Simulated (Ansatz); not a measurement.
La

Input file:

```
crystal:
  lattice:
    - [3.77, 0.0, 0.0]
    - [-1.885, 3.2649157723, 0.0]
    - [0.0, 0.0, 12.159]
  atoms:
    - { symbol: La, position: [0.649779, 0.319363, 0.247775] }
    - { symbol: La, position: [0.332283, 0.67258, 0.74947] }
    - { symbol: La, position: [0.009845, 0.006073, 0.49904] }
    - { symbol: La, position: [0.009742, 0.017862, -0.002117] }
hamiltonian:
  xc: pbesol
  pseudopotentials: { kind: paw }
kpoints:
  mp_grid: { grid: [8, 8, 3] }
scf:
  occupations: { method: fermi_dirac, width: 0.05 }
output:
  forces: true
  stress: true
  eigenvalues: true
  write_density: true
  write_potential: true
  elf: true
  volumetric_format: npy
```

Launched as:

```sh
ansatz run input.yaml --threads 2 --pin off --max-ram 5632MiB --backend cpu --events-out ev --progress --plain --runs-dir out
```

Below, planes, directions and counts refer to the conventional cell (a = 3.77 Å, b = 3.77 Å, c = 12.16 Å, α = 90.00°, β = 90.00°, γ = 120.00°).

Space group P1; changed on purpose from its base cell (atoms moved at random by about 0.05 A); computed pressure about −2 GPa in this cell.

Theory: Kohn-Sham DFT of a periodic cell, PBEsol, Ansatz PAW (Ansatz).

Q: What can the converged valence pseudo-density and electron localisation function tell about the bonding?

A: La–La (3.77 Å): the density is about 0.09 e/Å³ at the midpoint; the ELF is about 0.15 at the midpoint; no localised pair shows between them.

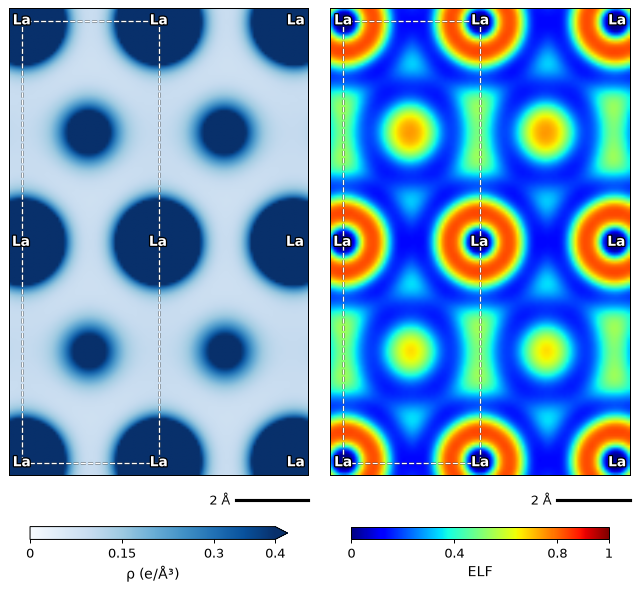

Computed valence pseudo-density and electron localisation function on the (010) plane of the conventional cell, in this order. 

The density is the valence pseudo-density of a PAW calculation; it isn't the true density close to the nuclei.
